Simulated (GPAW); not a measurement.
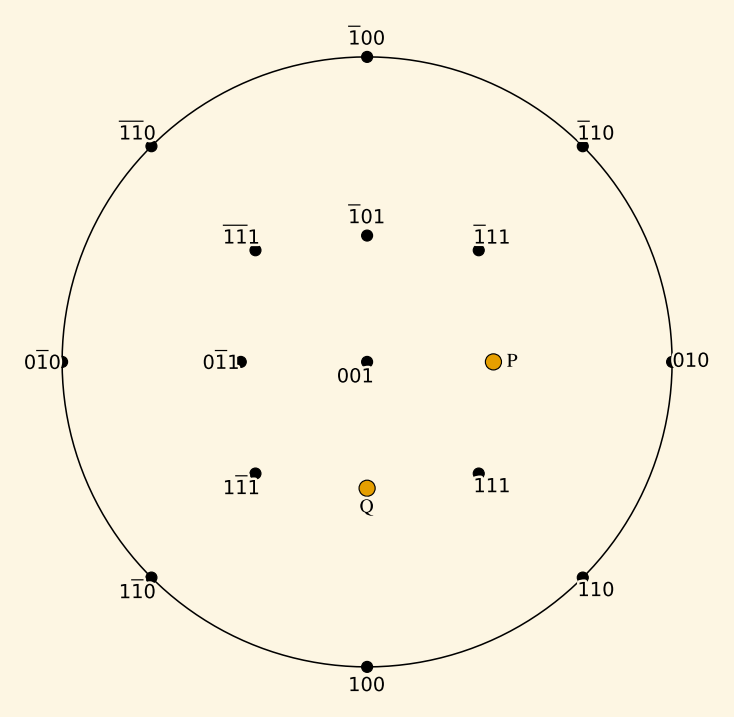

Stereographic projection of plane normals (upper hemisphere) centred on (0 0 1). Crystal: Mo, a cell listed in the Materials Project, as set up for an electronic-structure calculation. Symmetry computed with spglib at a tolerance of 0.002 Å; standard conventional cell.

a = 3.168 Å, b = 3.168 Å, c = 3.168 Å, α = 90.00°, β = 90.00°, γ = 90.00°.

Index the poles marked P, Q.

P is (0 1 1), 45.0° from the centre; Q is (1 0 1), 45.0° from the centre.

What is the angle between the normals of (−1 −1 1) and (0 1 0), and what are their d_hkl = 1/|g|?

125.3°; d = 1.829 Å and 3.168 Å.
